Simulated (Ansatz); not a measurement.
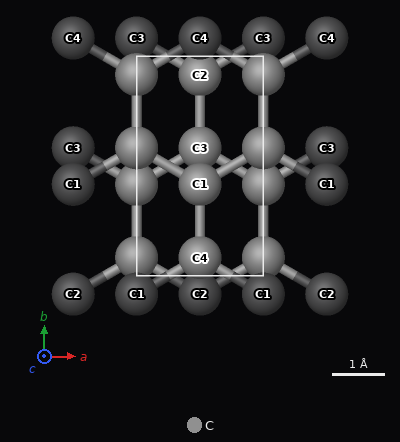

Fig. 1: The starting structure (ball-and-stick view of the cell 2 times as large as that of the calculation, set on its symmetry axes, along the c axis; neighbours outside the cell are drawn fainter; atoms are numbered from 1 in the order of the input). Near neighbours in the crystal (not all of them lie inside the picture): C has 3 C at 1.42 Å.

**C: geometry relaxation (part 1 of 2)**

C (4 atoms in the cell), computed with DFT PBEsol, scalar-relativistic, plane waves, PAW (Ansatz 0.2.0).

The structure derives from a Materials Project entry. The run did not end well. It belongs to a series of runs on one base structure; here: elastic constants, atoms relaxed. Figures and captions count atoms from 1; the log counts them from 0 in places.

**Input**
```yaml
crystal:
  lattice:
    - [1.2295656399, -2.12925414, 0.0]
    - [1.2295656399, 2.12925414, 0.0]
    - [0.0, 0.0, 7.3902950771]
  atoms:
    - { symbol: C, position: [0.083326219, 0.916673781, 0.75] }
    - { symbol: C, position: [0.583326219, 0.416673781, 0.25] }
    - { symbol: C, position: [0.916673781, 0.083326219, 0.25] }
    - { symbol: C, position: [0.416673781, 0.583326219, 0.75] }
basis:
  ecutwfc: 420
kpoints:
  mp_grid: { grid: [18, 18, 6] }
hamiltonian:
  xc: pbesol
scf:
  occupations: { method: fermi_dirac, width: 0.15 }
output:
  forces: true
  stress: true
  eigenvalues: true
elastic:
  mode: relaxed_ion
  amplitude: 0.005
  stencil: two_point
```

Run as:
```bash
ansatz run input.yaml --threads 1 --pin off --max-ram 3072MiB --backend cpu --events-out ev --progress --plain --runs-dir out
```

**Log**
```
band count auto-derived: 13 (N_el = 16.0; filled up to band 8; 12 by the electrons, moments and atoms)
Engine: ansatz 0.2.0, x86_64-unknown-linux-gnu
Pseudopotentials: kind: paw
Pseudopotential: C, paw, valence charge 4, recommended cutoff 420 eV (normal), C.paw.azcp
Functional definition: PBEsol
  exchange = pbesol_x
  correlation = pbesol_c
Crystal: 4 atoms, lattice volume = 38.696 Å³
Basis set: ecut = 420 eV, 727 PW (Γ), exchange–correlation on 36×36×100 points (8 copies of the dense FFT grid, shifted against one another)
Bands: 13, of which v1, the nominal top of the filled ones, is band 8 counted from 1 (7 counted from 0)
Symmetry: 16 space group operations
Space group: Fmmm (ITA 69), of the structure as read, at distance tolerance 3.4e-5 Å
k-points: 364 of 1944
Non-local potential: C, projectors of the file, l = 0: 2, l = 1: 2, l = 2: 1
PAW form: soft (Blöchl's): semilocal exchange-correlation on the pseudo side does not see the compensation charge
PAW frozen core: C, regenerated for the run's functional, and the local potential with it (the file was generated under x = pbe(κ = 0.804, μ = 0.2195149727645171), c = pbe(β = 0.06672455060314922))
PAW one-centre angular grid: C, 110 points (default); XC on 64 Gauss nodes
Initial density: superposition of atomic densities (neutral atoms: chi_scale 0, normalization atom), corrected by the library's trained network
Initial wavefunctions: pseudopotential atomic-orbital guess
Functional: x = pbesol(κ = 0.804, μ = 0.12345679012345678), c = pbesol(β = 0.046)
SCF iter   1: F=—  HF=-986.763373 eV  |F-HF|=—  |Δ(HF+E_count)|=         —  Δρ=3.66e-3  dr2=2.70e-3  ethr=1.77e-3  ⟨swp⟩=5.7  Hψ=25661  notcnv=0
preconditioner: auto → none  [metal: Δε(μ)=0.061 eV  Ē_g=16.230 eV  σ=0.150 eV  W_gap=0.10  n_scr=4 (ndim 8)  ℏωp=23.9 eV  f_vac=0.097  D(μ)=0.07/eV (n_scr^D=0)  sad-step TF]
SCF iter   2: F=—  HF=-986.763531 eV  |F-HF|=—  |Δ(HF+E_count)|=   1.58e-4  Δρ=2.13e-3  dr2=1.09e-3  ethr=1.69e-5  ⟨swp⟩=1.6  Hψ=8609  notcnv=0
SCF iter   3: F=—  HF=-986.763495 eV  |F-HF|=—  |Δ(HF+E_count)|=   3.63e-5  Δρ=2.10e-4  dr2=7.91e-6  ethr=6.79e-6  ⟨swp⟩=2.1  Hψ=7514  notcnv=0
SCF iter   4: F=—  HF=-986.763459 eV  |F-HF|=—  |Δ(HF+E_count)|=   3.56e-5  Δρ=5.02e-5  dr2=5.07e-7  ethr=4.95e-8  ⟨swp⟩=2.5  Hψ=7326  notcnv=0
SCF iter   5: F=—  HF=-986.763461 eV  |F-HF|=—  |Δ(HF+E_count)|=   2.02e-6  Δρ=7.60e-6  dr2=5.95e-9  ethr=3.17e-9  ⟨swp⟩=2.3  Hψ=7077  notcnv=0
SCF iter   6: F=—  HF=-986.763461 eV  |F-HF|=—  |Δ(HF+E_count)|=  3.20e-10  Δρ=1.72e-6  dr2=3.16e-10  ethr=3.72e-11  ⟨swp⟩=2.3  Hψ=6652  notcnv=0
SCF iter   7: F=—  HF=-986.763461 eV  |F-HF|=—  |Δ(HF+E_count)|=  3.28e-10  Δρ=8.32e-8  dr2=1.24e-12  ethr=1.98e-12  ⟨swp⟩=2.1  Hψ=7216  notcnv=0
SCF iter   8: F=-986.763461 eV  HF=-986.763461 eV  |F-HF|=0.00e0  |Δ(HF+E_count)|=  4.55e-13  Δρ=8.16e-9  dr2=1.43e-14  ethr=1.00e-12  ⟨swp⟩=6.4  Hψ=19184  notcnv=0
SCF 1 converged in 8 iterations: F = -986.763461 eV  dr2 = 1.43e-14
  greatest PAW one-centre occupation: 0.672 electrons in one spin orbital (limit 2), on the C atom at site 3 (counted from 0), in its partial waves of l = 0
Crystal: 4 atoms, lattice volume = 38.503 Å³
Initial density: handed on by an earlier stage of this run
Initial wavefunctions: pseudopotential atomic-orbital guess (no wavefunctions were taken with the density)
iter 1 solved again at ethr=1.23e-5 eV; its pass at ethr=3.10e-3 eV (dr2=1.96e-3 eV) is discarded
SCF iter   1: F=—  HF=-986.761482 eV  |F-HF|=—  |Δ(HF+E_count)|=         —  Δρ=2.83e-3  dr2=2.07e-3  ethr=1.23e-5  ⟨swp⟩=2.4  Hψ=34566  notcnv=0
preconditioner: auto → none  [metal: Δε(μ)=0.063 eV  Ē_g=16.291 eV  σ=0.150 eV  W_gap=0.10  n_scr=4 (ndim 8)  ℏωp=23.9 eV  f_vac=0.101  D(μ)=0.07/eV (n_scr^D=0)]
SCF iter   2: F=—  HF=-986.760622 eV  |F-HF|=—  |Δ(HF+E_count)|=   8.60e-4  Δρ=1.05e-3  dr2=2.55e-4  ethr=1.23e-5  ⟨swp⟩=2.0  Hψ=7470  notcnv=0
SCF iter   3: F=—  HF=-986.760520 eV  |F-HF|=—  |Δ(HF+E_count)|=   1.02e-4  Δρ=9.43e-5  dr2=1.27e-6  ethr=1.59e-6  ⟨swp⟩=2.9  Hψ=8214  notcnv=0
SCF iter   4: F=—  HF=-986.760482 eV  |F-HF|=—  |Δ(HF+E_count)|=   3.77e-5  Δρ=6.13e-6  dr2=4.25e-9  ethr=7.91e-9  ⟨swp⟩=2.4  Hψ=7385  notcnv=0
SCF iter   5: F=—  HF=-986.760482 eV  |F-HF|=—  |Δ(HF+E_count)|=   1.59e-8  Δρ=6.54e-7  dr2=1.20e-10  ethr=2.65e-11  ⟨swp⟩=2.1  Hψ=7596  notcnv=0
SCF iter   6: F=—  HF=-986.760482 eV  |F-HF|=—  |Δ(HF+E_count)|=  2.06e-11  Δρ=1.11e-7  dr2=5.96e-12  ethr=7.53e-13 (applied; sched 1.00e-12)  ⟨swp⟩=2.1  Hψ=7488  notcnv=0
SCF iter   7: F=-986.760482 eV  HF=-986.760482 eV  |F-HF|=4.55e-13  |Δ(HF+E_count)|=  1.14e-12  Δρ=1.88e-8  dr2=7.37e-14  ethr=1.00e-12  ⟨swp⟩=3.5  Hψ=19811  notcnv=0
SCF 2 converged in 7 iterations: F = -986.760482 eV  dr2 = 7.37e-14
  greatest PAW one-centre occupation: 0.674 electrons in one spin orbital (limit 2), on the C atom at site 3 (counted from 0), in its partial waves of l = 0
relax step   1: F+E_penalty+E_count = -986.76048201 eV  Δ(F+E_penalty+E_count) = +0.000e0 eV  max|allowed force component| = 6.412e-2 eV/Å  Δτ_max = 0.0000 Å  (7 SCF iters, accepted)
Initial wavefunctions: those handed on with the density
iter 1 solved again at ethr=1.81e-8 eV; its pass at ethr=3.10e-3 eV (dr2=2.89e-6 eV) is discarded
SCF iter   1: F=—  HF=-986.760574 eV  |F-HF|=—  |Δ(HF+E_count)|=         —  Δρ=1.14e-4  dr2=3.12e-6  ethr=1.81e-8  ⟨swp⟩=1.9  Hψ=31832  notcnv=0
preconditioner: auto → none  [metal: Δε(μ)=0.059 eV  Ē_g=16.283 eV  σ=0.150 eV  W_gap=0.10  n_scr=4 (ndim 8)  ℏωp=23.9 eV  f_vac=0.102  D(μ)=0.07/eV (n_scr^D=0)]
SCF iter   2: F=—  HF=-986.760534 eV  |F-HF|=—  |Δ(HF+E_count)|=   3.99e-5  Δρ=4.05e-5  dr2=3.27e-7  ethr=1.81e-8  ⟨swp⟩=2.5  Hψ=7510  notcnv=0
SCF iter   3: F=—  HF=-986.760534 eV  |F-HF|=—  |Δ(HF+E_count)|=   1.61e-7  Δρ=4.40e-6  dr2=2.10e-9  ethr=2.04e-9  ⟨swp⟩=2.7  Hψ=7768  notcnv=0
SCF iter   4: F=—  HF=-986.760534 eV  |F-HF|=—  |Δ(HF+E_count)|=  8.93e-10  Δρ=2.38e-7  dr2=1.83e-11  ethr=1.31e-11  ⟨swp⟩=1.9  Hψ=6023  notcnv=0
SCF iter   5: F=—  HF=-986.760534 eV  |F-HF|=—  |Δ(HF+E_count)|=  5.23e-12  Δρ=4.42e-8  dr2=2.12e-13  ethr=1.14e-13 (applied; sched 1.00e-12)  ⟨swp⟩=2.1  Hψ=7411  notcnv=0
SCF iter   6: F=-986.760534 eV  HF=-986.760534 eV  |F-HF|=5.68e-13  |Δ(HF+E_count)|=  1.36e-12  Δρ=9.43e-9  dr2=7.93e-15  ethr=1.00e-12  ⟨swp⟩=4.8  Hψ=15686  notcnv=0
SCF 3 converged in 6 iterations: F = -986.760534 eV  dr2 = 7.93e-15
relax step   2: F+E_penalty+E_count = -986.76053363 eV  Δ(F+E_penalty+E_count) = -5.161e-5 eV  max|allowed force component| = 3.534e-2 eV/Å  Δτ_max = 0.0003 Å  (6 SCF iters, accepted)
[... from here on the SCF iterations and repeated set-up lines of each step are left out, up to the last step ...]
SCF 4 converged in 6 iterations: F = -986.760556 eV  dr2 = 1.50e-14
relax step   3: F+E_penalty+E_count = -986.76055612 eV  Δ(F+E_penalty+E_count) = -2.250e-5 eV  max|allowed force component| = 4.906e-5 eV/Å  Δτ_max = 0.0003 Å  (6 SCF iters, accepted)
SCF 5 converged in 8 iterations: F = -986.760556 eV  dr2 = 5.68e-14
SCF 6 converged in 7 iterations: F = -986.760528 eV  dr2 = 2.94e-14
relax step   1: F+E_penalty+E_count = -986.76052766 eV  Δ(F+E_penalty+E_count) = +0.000e0 eV  max|allowed force component| = 5.883e-2 eV/Å  Δτ_max = 0.0000 Å  (7 SCF iters, accepted)
SCF 7 converged in 6 iterations: F = -986.760592 eV  dr2 = 1.47e-14
relax step   2: F+E_penalty+E_count = -986.76059158 eV  Δ(F+E_penalty+E_count) = -6.392e-5 eV  max|allowed force component| = 1.526e-3 eV/Å  Δτ_max = 0.0005 Å  (6 SCF iters, accepted)
SCF 8 converged in 5 iterations: F = -986.760592 eV  dr2 = 1.61e-14
relax step   3: F+E_penalty+E_count = -986.76059162 eV  Δ(F+E_penalty+E_count) = -4.312e-8 eV  max|allowed force component| = 2.057e-6 eV/Å  Δτ_max = 0.0000 Å  (5 SCF iters, accepted)
SCF 9 converged in 8 iterations: F = -986.760592 eV  dr2 = 6.03e-14
SCF 10 converged in 7 iterations: F = -986.760475 eV  dr2 = 5.92e-14
relax step   1: F+E_penalty+E_count = -986.76047478 eV  Δ(F+E_penalty+E_count) = +0.000e0 eV  max|allowed force component| = 6.589e-2 eV/Å  Δτ_max = 0.0000 Å  (7 SCF iters, accepted)
SCF 11 converged in 6 iterations: F = -986.760529 eV  dr2 = 8.07e-15
relax step   2: F+E_penalty+E_count = -986.76052904 eV  Δ(F+E_penalty+E_count) = -5.426e-5 eV  max|allowed force component| = 3.595e-2 eV/Å  Δτ_max = 0.0003 Å  (6 SCF iters, accepted)
SCF 12 converged in 6 iterations: F = -986.760552 eV  dr2 = 1.14e-14
relax step   3: F+E_penalty+E_count = -986.76055207 eV  Δ(F+E_penalty+E_count) = -2.302e-5 eV  max|allowed force component| = 5.264e-5 eV/Å  Δτ_max = 0.0003 Å  (6 SCF iters, accepted)
SCF 13 converged in 6 iterations: F = -986.760552 eV  dr2 = 2.01e-14
relax step   4: F+E_penalty+E_count = -986.76055207 eV  Δ(F+E_penalty+E_count) = -4.889e-11 eV  max|allowed force component| = 5.669e-6 eV/Å  Δτ_max = 0.0000 Å  (6 SCF iters, accepted)
SCF 14 converged in 8 iterations: F = -986.760552 eV  dr2 = 1.92e-14
SCF 15 converged in 7 iterations: F = -986.760514 eV  dr2 = 2.99e-14
relax step   1: F+E_penalty+E_count = -986.76051409 eV  Δ(F+E_penalty+E_count) = +0.000e0 eV  max|allowed force component| = 5.744e-2 eV/Å  Δτ_max = 0.0000 Å  (7 SCF iters, accepted)
SCF 16 converged in 6 iterations: F = -986.760576 eV  dr2 = 2.36e-14
relax step   2: F+E_penalty+E_count = -986.76057573 eV  Δ(F+E_penalty+E_count) = -6.163e-5 eV  max|allowed force component| = 2.670e-3 eV/Å  Δτ_max = 0.0005 Å  (6 SCF iters, accepted)
SCF 17 converged in 5 iterations: F = -986.760576 eV  dr2 = 2.13e-14
relax step   3: F+E_penalty+E_count = -986.76057586 eV  Δ(F+E_penalty+E_count) = -1.332e-7 eV  max|allowed force component| = 3.278e-6 eV/Å  Δτ_max = 0.0000 Å  (5 SCF iters, accepted)
SCF 18 converged in 8 iterations: F = -986.760576 eV  dr2 = 4.02e-14
SCF 19 converged in 7 iterations: F = -986.763482 eV  dr2 = 3.70e-14
relax step   1: F+E_penalty+E_count = -986.76348192 eV  Δ(F+E_penalty+E_count) = +0.000e0 eV  max|allowed force component| = 1.332e-5 eV/Å  Δτ_max = 0.0000 Å  (7 SCF iters, accepted)
SCF 20 converged in 8 iterations: F = -986.763482 eV  dr2 = 3.33e-14
SCF 21 converged in 7 iterations: F = -986.763447 eV  dr2 = 7.18e-14
relax step   1: F+E_penalty+E_count = -986.76344690 eV  Δ(F+E_penalty+E_count) = +0.000e0 eV  max|allowed force component| = 3.153e-5 eV/Å  Δτ_max = 0.0000 Å  (7 SCF iters, accepted)
SCF 22 converged in 8 iterations: F = -986.763447 eV  dr2 = 9.88e-14
SCF 23 converged in 8 iterations: F = -986.763480 eV  dr2 = 1.03e-15
relax step   1: F+E_penalty+E_count = -986.76348013 eV  Δ(F+E_penalty+E_count) = +0.000e0 eV  max|allowed force component| = 2.099e-4 eV/Å  Δτ_max = 0.0000 Å  (8 SCF iters, accepted)
SCF 24 converged in 5 iterations: F = -986.763480 eV  dr2 = 5.66e-15
relax step   2: F+E_penalty+E_count = -986.76348013 eV  Δ(F+E_penalty+E_count) = -2.478e-9 eV  max|allowed force component| = 5.386e-5 eV/Å  Δτ_max = 0.0000 Å  (5 SCF iters, accepted)
SCF 25 converged in 4 iterations: F = -986.763480 eV  dr2 = 9.17e-14
relax step   3: F+E_penalty+E_count = -986.76348013 eV  Δ(F+E_penalty+E_count) = -1.817e-10 eV  max|allowed force component| = 1.982e-5 eV/Å  Δτ_max = 0.0000 Å  (4 SCF iters, accepted)
SCF 26 converged in 9 iterations: F = -986.763480 eV  dr2 = 1.67e-14
SCF 27 converged in 8 iterations: F = -986.763480 eV  dr2 = 1.04e-15
relax step   1: F+E_penalty+E_count = -986.76348013 eV  Δ(F+E_penalty+E_count) = +0.000e0 eV  max|allowed force component| = 2.099e-4 eV/Å  Δτ_max = 0.0000 Å  (8 SCF iters, accepted)
SCF 28 converged in 5 iterations: F = -986.763480 eV  dr2 = 5.64e-15
relax step   2: F+E_penalty+E_count = -986.76348013 eV  Δ(F+E_penalty+E_count) = -2.478e-9 eV  max|allowed force component| = 5.386e-5 eV/Å  Δτ_max = 0.0000 Å  (5 SCF iters, accepted)
SCF iter   1: F=—  HF=-986.763518 eV  |F-HF|=—  |Δ(HF+E_count)|=         —  Δρ=9.11e-7  dr2=1.28e-10  ethr=1.14e-12  ⟨swp⟩=9.5  Hψ=47901  notcnv=0
SCF iter   2: F=—  HF=-986.763480 eV  |F-HF|=—  |Δ(HF+E_count)|=   3.81e-5  Δρ=4.68e-7  dr2=4.81e-11  ethr=8.01e-13 (applied; sched 1.00e-12)  ⟨swp⟩=3.8  Hψ=19373  notcnv=0
SCF iter   3: F=—  HF=-986.763480 eV  |F-HF|=—  |Δ(HF+E_count)|=  1.63e-10  Δρ=3.12e-7  dr2=1.72e-11  ethr=3.01e-13 (applied; sched 1.00e-12)  ⟨swp⟩=2.1  Hψ=7666  notcnv=0  defer=1
SCF iter   4: F=-986.763480 eV  HF=-986.763480 eV  |F-HF|=1.14e-12  |Δ(HF+E_count)|=  1.50e-10  Δρ=3.04e-8  dr2=9.17e-14  ethr=1.00e-12  ⟨swp⟩=4.1  Hψ=29844  notcnv=0
SCF 29 converged in 4 iterations: F = -986.763480 eV  dr2 = 9.17e-14
relax step   3: F+E_penalty+E_count = -986.76348013 eV  Δ(F+E_penalty+E_count) = -1.818e-10 eV  max|allowed force component| = 1.982e-5 eV/Å  Δτ_max = 0.0000 Å  (4 SCF iters, accepted)
iter 1 solved again at ethr=1.00e-12 eV; its pass at ethr=3.10e-3 eV (dr2=1.10e-10 eV) is discarded
```
